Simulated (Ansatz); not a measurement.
## Geometry relaxation, with input and output: SnS$_{2}$

The run: geometry relaxation of SnS$_{2}$ (P-3m1, 3 atoms in the cell). Method and program: DFT PBE+D3(BJ), scalar-relativistic, plane waves, PAW, no spin polarisation (Ansatz 0.2.0).

The structure derives from an entry of the Crystallography Open Database. Figures and captions count atoms from 1; the log counts them from 0 in places.

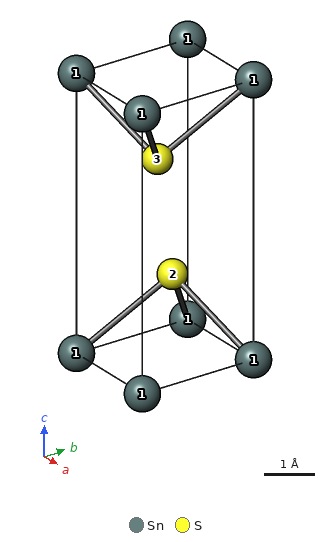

*The starting structure (ball-and-stick view of the cell of the calculation, seen slightly off an axis; atoms are numbered from 1 in the order of the input). An atom can appear more than once, as a periodic image.*

Input file:
```yaml
crystal:
  lattice:
    - [3.639, 0.0, 0.0]
    - [-1.8195, 3.1514664444, 0.0]
    - [0.0, 0.0, 5.868]
  atoms:
    - { symbol: Sn, position: [0.0, 0.0, 0.0] }
    - { symbol: S, position: [0.3333333333, 0.6666666667, 0.25] }
    - { symbol: S, position: [0.6666666667, 0.3333333333, 0.75] }
basis:
  ecutwfc: 420
kpoints:
  mp_grid: { grid: [6, 6, 4] }
hamiltonian:
  xc: pbe
  dispersion: d3bj
scf:
  occupations: { method: gaussian, width: 0.1 }
output:
  forces: true
  stress: true
  eigenvalues: true
relax:
  adjacent_minimum: "off"
  f_tol: 0.05
  max_steps: 60
  cell: { stress_tol: 0.3, p_target: 0.7 }
```

Hardware: 2 threads of Intel Xeon @ 2.50GHz (Skylake/Cascade Lake), 189 GiB of memory available, shared host.

Launch command:
```bash
ansatz run input.yaml --threads 2 --pin off --max-ram 5120MiB --backend cpu --events-out ev --progress --plain --runs-dir out
```

What the program printed:
```
Engine: ansatz 0.2.0, x86_64-unknown-linux-gnu
Pseudopotentials: kind: paw
Pseudopotential: Sn, paw, valence charge 14, recommended cutoff 420 eV (normal), Sn.paw.azcp
Pseudopotential: S, paw, valence charge 6, recommended cutoff 420 eV (normal), S.paw.azcp
Functional definition: PBE
  parameter kappa = 0.804
  parameter beta = 0.06672455060314922
  exchange = pbe_x(kappa = kappa, mu = beta*pi^2/3)
  correlation = pbe_c(beta = beta)
Crystal: 3 atoms, lattice volume = 67.295 Å³
Basis set: ecut = 420 eV, 1315 PW (Γ), exchange–correlation on 50×50×80 points (8 copies of the dense FFT grid, shifted against one another)
Bands: 17, of which v1, the nominal top of the filled ones, is band 13 counted from 1 (12 counted from 0)
Symmetry: 12 space group operations
Space group: P-3m1 (ITA 164), of the structure as read, at distance tolerance 4.1e-5 Å
k-points: 24 of 144
Non-local potential: Sn, projectors of the file, l = 0: 2, l = 1: 2, l = 2: 2, l = 3: 2
Non-local potential: S, projectors of the file, l = 0: 2, l = 1: 2, l = 2: 2
PAW form: soft (Blöchl's): semilocal exchange-correlation on the pseudo side does not see the compensation charge
PAW one-centre angular grid: Sn, 590 points (default); XC on 64 Gauss nodes
PAW one-centre angular grid: S, 110 points (default); XC on 64 Gauss nodes
Initial density: superposition of atomic densities (neutral atoms: chi_scale 0, normalization atom), corrected by the library's trained network
Initial wavefunctions: pseudopotential atomic-orbital guess
Functional: x = pbe(κ = 0.804, μ = 0.2195149727645171), c = pbe(β = 0.06672455060314922)
SCF iter   1: F=—  HF=-7830.384292 eV  |F-HF|=—  |Δ(HF+E_count)|=         —  Δρ=1.11e-3  dr2=6.93e-4  ethr=1.77e-3  ⟨swp⟩=6.0  Hψ=2296  notcnv=0
preconditioner: auto → Resta (q_TF=auto, 2.328 Å⁻¹)  ε∞=3.0  [insulator: Δε(μ)=1.465 eV  Ē_g=16.136 eV  σ=0.100 eV  W_gap=1.00  n_scr=22 (ndim 8)  ℏωp=23.1 eV  f_vac=0.022  D(μ)=0.00/eV (n_scr^D=0)  ε∞_Penn≈3.0]
SCF iter   2: F=—  HF=-7830.383542 eV  |F-HF|=—  |Δ(HF+E_count)|=   7.50e-4  Δρ=6.02e-4  dr2=2.64e-4  ethr=2.67e-6  ⟨swp⟩=2.0  Hψ=912  notcnv=0
SCF iter   3: F=—  HF=-7830.383714 eV  |F-HF|=—  |Δ(HF+E_count)|=   1.72e-4  Δρ=3.92e-4  dr2=7.30e-5  ethr=1.01e-6  ⟨swp⟩=2.0  Hψ=720  notcnv=0
SCF iter   4: F=—  HF=-7830.383761 eV  |F-HF|=—  |Δ(HF+E_count)|=   4.69e-5  Δρ=1.58e-4  dr2=1.24e-5  ethr=2.81e-7  ⟨swp⟩=2.0  Hψ=555  notcnv=0
SCF iter   5: F=—  HF=-7830.383758 eV  |F-HF|=—  |Δ(HF+E_count)|=   3.02e-6  Δρ=4.78e-5  dr2=2.66e-6  ethr=4.77e-8  ⟨swp⟩=2.0  Hψ=720  notcnv=0
SCF iter   6: F=—  HF=-7830.383757 eV  |F-HF|=—  |Δ(HF+E_count)|=   7.16e-7  Δρ=2.13e-5  dr2=3.41e-7  ethr=1.02e-8  ⟨swp⟩=2.1  Hψ=528  notcnv=0
SCF iter   7: F=-7830.383757 eV  HF=-7830.383757 eV  |F-HF|=1.50e-8  |Δ(HF+E_count)|=   1.01e-7  Δρ=5.10e-6  dr2=1.85e-8  ethr=3.85e-10  ⟨swp⟩=5.2  Hψ=1617  notcnv=0
SCF 1 converged in 7 iterations: F = -7830.383757 eV  dr2 = 1.85e-8
  greatest PAW one-centre occupation: 0.993 electrons in one spin orbital (limit 2), on the Sn atom at site 0 (counted from 0), in its partial waves of l = 2
relax step   1: F+E_penalty+E_count = -7830.38375678 eV  Δ(F+E_penalty+E_count) = +0.000e0 eV  max|allowed force component| = 2.554e-1 eV/Å  Δτ_max = 0.0000 Å  P = +1.838 GPa  Ω = 67.295 Å³  (7 SCF iters, dr2 threshold 1.00e-7 eV, accepted)
Crystal: 3 atoms, lattice volume = 65.658 Å³
Basis set: ecut = 420 eV, 1255 PW (Γ), exchange–correlation on 50×50×80 points (8 copies of the dense FFT grid, shifted against one another)
Initial density: handed on by an earlier stage of this run
Initial wavefunctions: those handed on with the density
iter 1 solved again at ethr=2.38e-5 eV; its pass at ethr=3.10e-3 eV (dr2=6.18e-3 eV) is discarded
SCF iter   1: F=—  HF=-7830.378740 eV  |F-HF|=—  |Δ(HF+E_count)|=         —  Δρ=3.54e-3  dr2=6.12e-3  ethr=2.38e-5  ⟨swp⟩=1.5  Hψ=2680  notcnv=0
preconditioner: auto → Resta (q_TF=auto, 2.338 Å⁻¹)  ε∞=3.1  [insulator: Δε(μ)=1.255 eV  Ē_g=16.029 eV  σ=0.100 eV  W_gap=1.00  n_scr=22 (ndim 8)  ℏωp=23.4 eV  f_vac=0.011  D(μ)=0.00/eV (n_scr^D=0)  ε∞_Penn≈3.1]
SCF iter   2: F=—  HF=-7830.377566 eV  |F-HF|=—  |Δ(HF+E_count)|=   1.17e-3  Δρ=1.92e-3  dr2=1.67e-3  ethr=2.35e-5  ⟨swp⟩=1.8  Hψ=540  notcnv=0
SCF iter   3: F=—  HF=-7830.377364 eV  |F-HF|=—  |Δ(HF+E_count)|=   2.02e-4  Δρ=2.80e-4  dr2=1.04e-4  ethr=6.43e-6  ⟨swp⟩=2.4  Hψ=566  notcnv=0
SCF iter   4: F=—  HF=-7830.377303 eV  |F-HF|=—  |Δ(HF+E_count)|=   6.12e-5  Δρ=1.06e-4  dr2=7.68e-6  ethr=4.01e-7  ⟨swp⟩=2.2  Hψ=564  notcnv=0
SCF iter   5: F=-7830.377310 eV  HF=-7830.377310 eV  |F-HF|=2.28e-7  |Δ(HF+E_count)|=   6.97e-6  Δρ=1.55e-5  dr2=1.34e-7  ethr=1.15e-9  ⟨swp⟩=4.8  Hψ=2218  notcnv=0
SCF 2 converged in 5 iterations: F = -7830.377310 eV  dr2 = 1.34e-7
relax step   2: F+E_penalty+E_count = -7830.37730988 eV  Δ(F+E_penalty+E_count) = +6.447e-3 eV  max|allowed force component| = 3.239e-1 eV/Å  Δτ_max = 0.0832 Å  P = +0.156 GPa  Ω = 65.658 Å³  energy of the carried Pulay correction = +4.644e-4 eV  (5 SCF iters, dr2 threshold 3.00e-7 eV, accepted)
Crystal: 3 atoms, lattice volume = 66.507 Å³
Basis set: ecut = 420 eV, 1291 PW (Γ), exchange–correlation on 50×50×80 points (8 copies of the dense FFT grid, shifted against one another)
iter 1 solved again at ethr=8.84e-6 eV; its pass at ethr=3.10e-3 eV (dr2=2.30e-3 eV) is discarded
SCF iter   1: F=—  HF=-7830.392736 eV  |F-HF|=—  |Δ(HF+E_count)|=         —  Δρ=1.82e-3  dr2=2.20e-3  ethr=8.84e-6  ⟨swp⟩=1.4  Hψ=2596  notcnv=0
preconditioner: auto → Resta (q_TF=auto, 2.333 Å⁻¹)  ε∞=3.1  [insulator: Δε(μ)=1.323 eV  Ē_g=16.051 eV  σ=0.100 eV  W_gap=1.00  n_scr=22 (ndim 8)  ℏωp=23.2 eV  f_vac=0.016  D(μ)=0.00/eV (n_scr^D=0)  ε∞_Penn≈3.1]
SCF iter   2: F=—  HF=-7830.392179 eV  |F-HF|=—  |Δ(HF+E_count)|=   5.57e-4  Δρ=9.57e-4  dr2=5.69e-4  ethr=8.47e-6  ⟨swp⟩=1.9  Hψ=500  notcnv=0
SCF iter   3: F=—  HF=-7830.392031 eV  |F-HF|=—  |Δ(HF+E_count)|=   1.48e-4  Δρ=1.59e-4  dr2=3.68e-5  ethr=2.19e-6  ⟨swp⟩=2.7  Hψ=591  notcnv=0
SCF iter   4: F=—  HF=-7830.392001 eV  |F-HF|=—  |Δ(HF+E_count)|=   2.98e-5  Δρ=6.41e-5  dr2=2.58e-6  ethr=1.42e-7  ⟨swp⟩=2.2  Hψ=545  notcnv=0
SCF iter   5: F=-7830.392003 eV  HF=-7830.392003 eV  |F-HF|=5.81e-8  |Δ(HF+E_count)|=   2.00e-6  Δρ=9.29e-6  dr2=4.47e-8  ethr=1.15e-9  ⟨swp⟩=7.0  Hψ=2162  notcnv=0
SCF 3 converged in 5 iterations: F = -7830.392003 eV  dr2 = 4.47e-8
relax step   3: F+E_penalty+E_count = -7830.39200343 eV  Δ(F+E_penalty+E_count) = -1.469e-2 eV  max|allowed force component| = 3.635e-2 eV/Å  Δτ_max = 0.0359 Å  P = +0.586 GPa  Ω = 66.507 Å³  energy of the carried Pulay correction = +2.222e-4 eV  (5 SCF iters, dr2 threshold 3.00e-7 eV, accepted)
Crystal: 3 atoms, lattice volume = 66.299 Å³
Basis set: ecut = 420 eV, 1279 PW (Γ), exchange–correlation on 50×50×80 points (8 copies of the dense FFT grid, shifted against one another)
iter 1 solved again at ethr=2.26e-7 eV; its pass at ethr=3.10e-3 eV (dr2=5.86e-5 eV) is discarded
SCF iter   1: F=—  HF=-7830.391857 eV  |F-HF|=—  |Δ(HF+E_count)|=         —  Δρ=3.29e-4  dr2=5.86e-5  ethr=2.26e-7  ⟨swp⟩=3.0  Hψ=2679  notcnv=0
preconditioner: auto → Resta (q_TF=auto, 2.334 Å⁻¹)  ε∞=3.1  [insulator: Δε(μ)=1.269 eV  Ē_g=16.068 eV  σ=0.100 eV  W_gap=1.00  n_scr=22 (ndim 8)  ℏωp=23.3 eV  f_vac=0.015  D(μ)=0.00/eV (n_scr^D=0)  ε∞_Penn≈3.1]
SCF iter   2: F=—  HF=-7830.391816 eV  |F-HF|=—  |Δ(HF+E_count)|=   4.14e-5  Δρ=1.78e-4  dr2=1.69e-5  ethr=2.25e-7  ⟨swp⟩=1.0  Hψ=408  notcnv=0
SCF iter   3: F=—  HF=-7830.391816 eV  |F-HF|=—  |Δ(HF+E_count)|=   4.21e-7  Δρ=2.77e-5  dr2=5.58e-7  ethr=6.49e-8  ⟨swp⟩=2.5  Hψ=647  notcnv=0
SCF iter   4: F=-7830.391816 eV  HF=-7830.391816 eV  |F-HF|=4.00e-8  |Δ(HF+E_count)|=   2.53e-7  Δρ=9.33e-6  dr2=5.78e-8  ethr=1.15e-9  ⟨swp⟩=6.0  Hψ=1901  notcnv=0
SCF 4 converged in 4 iterations: F = -7830.391816 eV  dr2 = 5.78e-8
relax step   4: F+E_penalty+E_count = -7830.39181648 eV  Δ(F+E_penalty+E_count) = +1.869e-4 eV  max|allowed force component| = 9.828e-5 eV/Å  Δτ_max = 0.0026 Å  P = +0.712 GPa  Ω = 66.299 Å³  energy of the carried Pulay correction = +2.814e-4 eV  (4 SCF iters, dr2 threshold 3.00e-7 eV, accepted)
Initial wavefunctions: pseudopotential atomic-orbital guess (no wavefunctions were taken with the density)
iter 1 solved again at ethr=2.87e-7 eV; its pass at ethr=3.10e-3 eV (dr2=7.46e-5 eV) is discarded
SCF iter   1: F=—  HF=-7830.391593 eV  |F-HF|=—  |Δ(HF+E_count)|=         —  Δρ=2.73e-5  dr2=1.13e-7  ethr=2.87e-7  ⟨swp⟩=3.2  Hψ=3348  notcnv=0
preconditioner: auto → Resta (q_TF=auto, 2.334 Å⁻¹)  ε∞=3.1  [insulator: Δε(μ)=1.266 eV  Ē_g=16.067 eV  σ=0.100 eV  W_gap=1.00  n_scr=22 (ndim 8)  ℏωp=23.3 eV  f_vac=0.015  D(μ)=0.00/eV (n_scr^D=0)  ε∞_Penn≈3.1]
SCF iter   2: F=—  HF=-7830.391559 eV  |F-HF|=—  |Δ(HF+E_count)|=   3.41e-5  Δρ=1.43e-5  dr2=3.23e-8  ethr=4.34e-10  ⟨swp⟩=2.3  Hψ=735  notcnv=0
SCF iter   3: F=—  HF=-7830.391559 eV  |F-HF|=—  |Δ(HF+E_count)|=   1.18e-7  Δρ=2.54e-6  dr2=3.47e-9  ethr=1.24e-10  ⟨swp⟩=2.0  Hψ=651  notcnv=0
SCF iter   4: F=-7830.391559 eV  HF=-7830.391559 eV  |F-HF|=5.92e-10  |Δ(HF+E_count)|=   4.44e-9  Δρ=6.83e-7  dr2=3.19e-10  ethr=4.15e-12  ⟨swp⟩=6.5  Hψ=1861  notcnv=0
SCF 5 converged in 4 iterations: F = -7830.391559 eV  dr2 = 3.19e-10
relax step   5: F+E_penalty+E_count = -7830.39155870 eV  Δ(F+E_penalty+E_count) = +2.578e-4 eV  max|allowed force component| = 1.992e-4 eV/Å  Δτ_max = 0.0000 Å  P = +0.709 GPa  Ω = 66.299 Å³  stress off target by 1.16e-1 GPa  SCF on the basis re-selected at this cell (its energy is not comparable with the rows above)  (4 SCF iters)
```

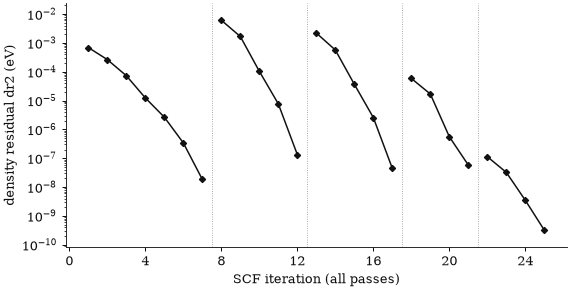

*Convergence of the self-consistent field: density residual dr2 against the SCF iteration. The dotted lines part the SCF passes of the relaxation: geometry steps, rejected trials and re-solves on a re-selected basis.*

The 5 passes take 4 to 7 iterations each, 25 in all.

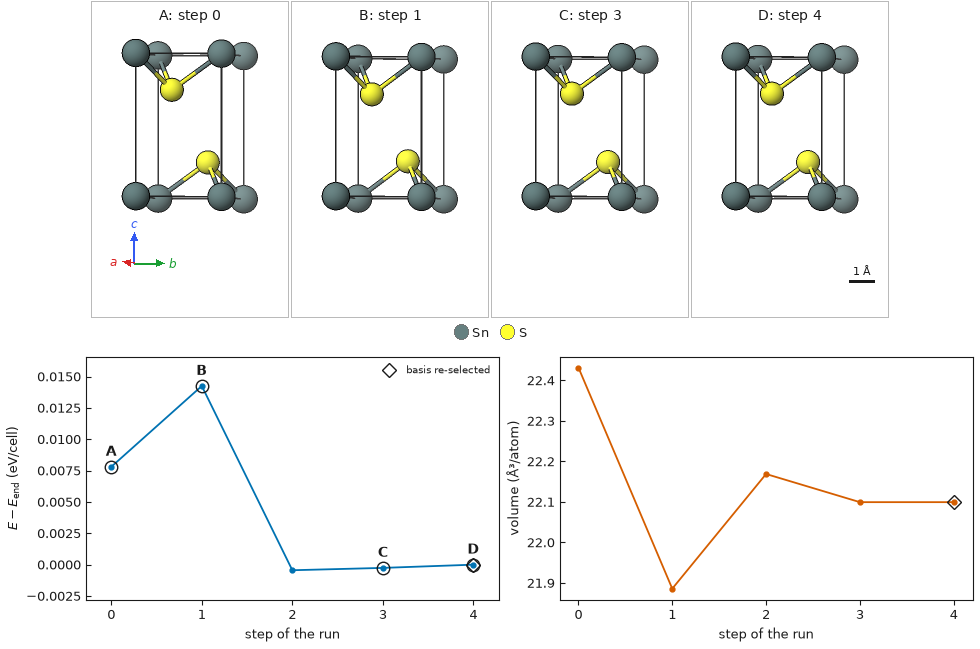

*Frames of the relaxation (ball-and-stick view of the cell of the calculation, seen at an oblique angle) above the curves, on which the letters mark them (the first geometry is step 0 here and step 1 in the log).*

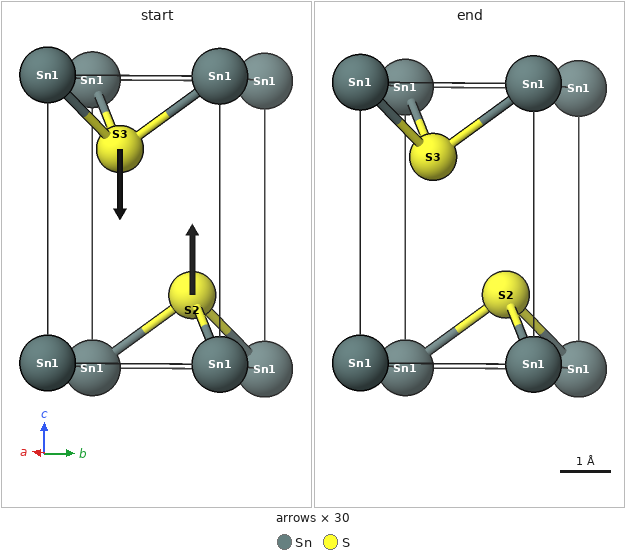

*Before (left) and after (right) the relaxation, at one scale (ball-and-stick view of the cell of the calculation, seen at an oblique angle). The black arrows give the displacements (without the part carried along by the change of the cell), magnified 30 times.*

The largest moves relative to the cell, 0.049 Å, are those of S2 and S3. Sn stays in place. The volume changes by −1.5 %, with a = b 3.639 → 3.659 Å (+0.5 %), c 5.868 → 5.718 Å (−2.6 %). Distances before and after: Sn1–S2 2.562 → 2.578 Å. The space group stays P-3m1 (No. 164). After 3 geometry steps the energy has fallen by 8.1 meV per cell of the calculation. With the target pressure of 0.7 GPa, the enthalpy E + pV changes by −12.4 meV per cell of the calculation. The largest force component goes from 0.26 to 0.0002 eV/Å. Pressure: 1.84 GPa at the start and 0.71 GPa at the end. A last SCF at the same geometry on a re-selected plane-wave basis shifts the energy by +0.3 meV per cell of the calculation. (Atoms are counted from 1 in the order of the input.)

```
basis re-selected at this cell: Δ(F+E_penalty+E_count) = +2.578e-4 eV, ΔP = -0.003 GPa vs the last step (what re-selecting the basis moved, of the pressure what is left beyond the Pulay correction that the steps carried, after the strain that the cell walked since its last selection, with what the two solves' SCF thresholds leave and, on support functions, any second-order correction that the steps lacked; it is no measure of the basis error at this ecutwfc). This SCF's stress stands 1.16e-1 GPa from its target on what of the cell is left free (relax.cell.stress_tol is 3.00e-1 GPa) and its largest allowed force component is 1.99e-4 eV/Å (relax.f_tol is 5.00e-2 eV/Å): within both
SCF converged after 4 iterations
Free energy (F): -7830.391559 eV
Harris-Foulkes:  -7830.391559 eV  (|F-HF|=5.92e-10)
Internal energy: -7830.391559 eV  (E = F + TS)
E sigma→0 (E₀):  -7830.391559 eV
Fermi energy:    7.667497 eV
--- Per-component energies (eV) ---
  E_band       = -110.117737
  E_kinetic    = 401.068755
  E_local      = -1495.705631  (includes V_loc(G=0)·N_el)
  E_nonlocal   = 27.070149
  E_hartree    = 800.741556
  E_xc         = -574.984871
  E_vxc        = -269.133618  (∫ρ·V_xc dr)
  E_paw        = -5343.220617  (= ΣΔE_a)
  E_vpaw       = -374.900369  (= ΣTr[D̂ρ^β])
  E_aug_tail   = 0.000003  (compensation charges beyond the density's cutoff)
  E_ewald      = -1644.353365
  E_disp       = -1.007536  (pairwise vdW)
  E_smearing   = -0.000000  (= −TS)
  E_closure    = -0.000000  (closes the sum)
  Σ components = -7830.391559   (vs F -7830.391559, Δ=0.00e0)
--- Forces (eV/Å), atoms counted from 1 ---
  atom   1  Sn     0.00000000     0.00000000     0.00000000
  atom   2  S      0.00000000    -0.00000000     0.00019917
  atom   3  S      0.00000000     0.00000000    -0.00019917
  max |Σ_I F_I| component: 1.85e-17 eV/Å
--- Stress (GPa, compression-positive) ---
        0.771753      -0.000000       0.000000
       -0.000000       0.771753      -0.000000
        0.000000      -0.000000       0.584156
  P = ⅓ Tr σ = 0.7092 GPa (7.092 kbar)
--- Band table (eV; the first three rows and the last of 24) ---
  k-point 0: bands = ["-14.0858", "-14.0858", "-14.0450", "-14.0184", "-14.0184", "-6.9391", "-4.8152", "1.0882", "6.2281", "6.2281", "6.4414", "6.4414", "7.0416", "8.7002", "10.4739", "12.2969", "12.2969"]
  k-point 1: bands = ["-14.0858", "-14.0858", "-14.0448", "-14.0184", "-14.0184", "-6.8300", "-5.0616", "1.6383", "5.8938", "6.1473", "6.1473", "6.5578", "6.5578", "9.4922", "10.5290", "12.1140", "12.1140"]
  k-point 2: bands = ["-14.0857", "-14.0857", "-14.0446", "-14.0184", "-14.0184", "-6.6916", "-5.3249", "2.3968", "4.8276", "6.0986", "6.0986", "6.6432", "6.6432", "10.0072", "10.5669", "11.9457", "11.9457"]
  k-point 23: bands = ["-14.1073", "-14.1073", "-14.0186", "-14.0186", "-13.9946", "-4.4503", "-4.4503", "-0.1856", "2.7254", "2.7254", "3.2288", "6.6397", "6.6397", "9.9576", "12.1303", "12.1303", "13.8085"]
--- Relaxed structure (4 steps of the walk, 4 accepted, 1 SCFs on fresh bases) ---
  F+E_penalty+E_count = -7830.39155870 eV   max|allowed force component| = 1.992e-4 eV/Å   (the final SCF, on the basis selected at the relaxed cell)
  cell:  # Å, volume = 66.2987 Å³
    - [3.658952288442701, 4.594761684120363e-33, -5.398164075881264e-18]
    - [-1.8294761442213505, 3.168745633026586, 2.6990820379406324e-18]
    - [-8.704706457028964e-18, -5.5568964472994e-33, 5.718218779817297]
  atoms:
    - { symbol: Sn, position: [1.112722268576294e-34, 1.0015607788741058e-34, -7.636961451272582e-19] }
    - { symbol: S, position: [0.33333333333333337, 0.6666666666666667, 0.2584960353583523] }
    - { symbol: S, position: [0.6666666666666666, 0.33333333333333337, 0.7415039646416476] }
```

Trajectory as extended XYZ (Å, eV, eV/Å), 5 frames, from step=1 to step=5:
```
3
Lattice="3.6390 0.0000 0.0000 -1.8195 3.1515 0.0000 0.0000 0.0000 5.8680" Properties=species:S:1:pos:R:3:forces:R:3 step=1 energy=-7830.38376 pressure_GPa=1.84
Sn    0.0000    0.0000    0.0000    0.0000   0.0000   0.0000
S     0.0000    2.1010    1.4670    0.0000   0.0000   0.2554
S     1.8195    1.0505    4.4010    0.0000   0.0000  -0.2554
3
Lattice="3.6379 0.0000 0.0000 -1.8190 3.1505 0.0000 0.0000 0.0000 5.7286" Properties=species:S:1:pos:R:3:forces:R:3 step=2 energy=-7830.37731 pressure_GPa=0.16
Sn    0.0000    0.0000    0.0000    0.0000   0.0000   0.0000
S     0.0000    2.1004    1.5133    0.0000   0.0000  -0.3239
S     1.8190    1.0502    4.2153    0.0000   0.0000   0.3239
3
Lattice="3.6547 0.0000 0.0000 -1.8273 3.1650 0.0000 0.0000 0.0000 5.7497" Properties=species:S:1:pos:R:3:forces:R:3 step=3 energy=-7830.39200 pressure_GPa=0.59
Sn    0.0000    0.0000    0.0000    0.0000   0.0000   0.0000
S     0.0000    2.1100    1.4837    0.0000   0.0000  -0.0364
S     1.8273    1.0550    4.2659    0.0000   0.0000   0.0364
3
Lattice="3.6590 0.0000 0.0000 -1.8295 3.1687 0.0000 0.0000 0.0000 5.7182" Properties=species:S:1:pos:R:3:forces:R:3 step=4 energy=-7830.39182 pressure_GPa=0.71
Sn    0.0000    0.0000    0.0000    0.0000   0.0000   0.0000
S     0.0000    2.1125    1.4781    0.0000   0.0000   0.0001
S     1.8295    1.0562    4.2401    0.0000   0.0000  -0.0001
3
Lattice="3.6590 0.0000 0.0000 -1.8295 3.1687 0.0000 0.0000 0.0000 5.7182" Properties=species:S:1:pos:R:3:forces:R:3 step=5 energy=-7830.39156 pressure_GPa=0.71
Sn    0.0000    0.0000    0.0000    0.0000   0.0000   0.0000
S     0.0000    2.1125    1.4781    0.0000   0.0000   0.0002
S     1.8295    1.0562    4.2401    0.0000   0.0000  -0.0002
```

Summary:

```tsv
quantity	value
outcome	converged
space group (tolerance 0.01 Å)	P-3m1 (164)
electrons treated	26
free energy	−7830.3916 eV
Fermi energy	7.667 eV
gap on the k-point mesh	1.27 eV
pressure	0.71 GPa
final volume	66.30 Å³
largest force (length of the vector) at the end	under 0.001 eV/Å
final cell	a = 3.659 Å, b = 3.659 Å, c = 5.718 Å, α = 90.00°, β = 90.00°, γ = 120.00°
wall time	14 s (CPU time 21 s)
peak memory	0.37 GiB
```
